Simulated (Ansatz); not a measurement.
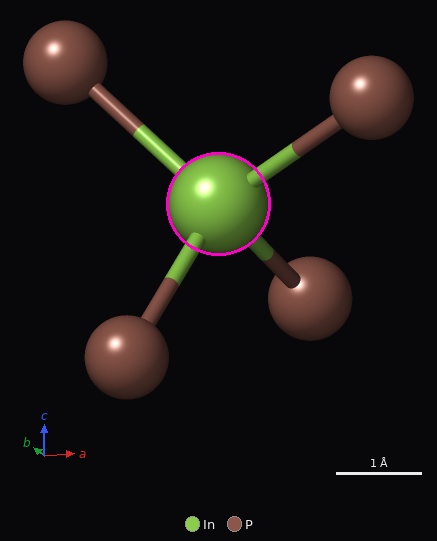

Perfect InP. The picture is a ball-and-stick view of the atoms within 3.8 Å of one point, seen slightly off an axis.

Level of theory: Ansatz 0.2.0, DFT PBE, scalar-relativistic, plane waves, PAW. Set-up: plane-wave cutoff 420 eV; k-point mesh 1 × 1 × 1; occupations gaussian; smearing width 0.02 eV; collinear spin. The cell is small and the k-mesh coarse, so the numbers are rough. A uniform background neutralises the charged cell. The axes drawn are those of the host's conventional cell.

An indium atom is replaced by gallium at the ringed place, in charge state −1. The supercell has 32 sites, and the atoms are relaxed at the host's cell.

Predict the relaxed surroundings of the defect.

In the host the In atom has 4 P at 2.58 Å; the Ga atom ends with 4 P at 2.43 Å. Of the host's atoms, a phosphorus atom moves furthest from its site, by 0.15 Å. The cell's net moment is 0.95 μB.

The relaxed defect, seen from the same direction:

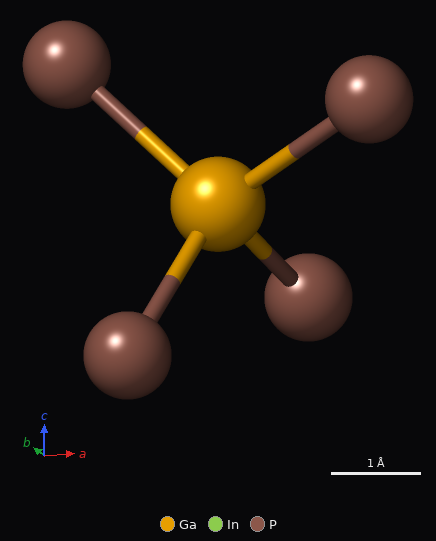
